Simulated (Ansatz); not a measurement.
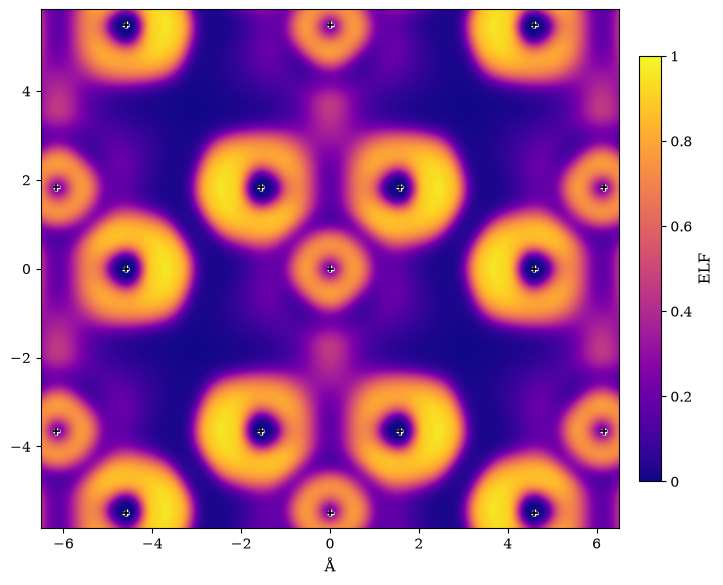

The ELF on a plane through atoms (crosses mark nuclei in the plane).

Theory: Ansatz, DFT PBE, scalar-relativistic, plane waves, PAW.

Candidates:
A. GaN, a = 3.22 Å, b = 3.22 Å, c = 5.24 Å, α = 90.00°, β = 90.00°, γ = 120.00°. Space group P6₃mc; a generated structure, not necessarily the stable one.
B. MoS$_{2}$, a = 3.17 Å, b = 3.17 Å, c = 12.32 Å, α = 90.00°, β = 90.00°, γ = 120.00°. Space group P6₃/mmc; computed without spin polarisation.
C. BaTiO$_{3}$, a = 4.00 Å, b = 4.00 Å, c = 4.02 Å, α = 90.00°, β = 90.00°, γ = 90.00°. Space group P4mm; computed without spin polarisation.

Which system is this?

Candidate B: MoS$_{2}$ on the (110) plane of the conventional cell, which holds Mo and S. Mo–S (2.41 Å): the ELF peaks at about 0.85 in the valence shell of S, 0.8 Å from its nucleus, and is about 0.45 at the midpoint.
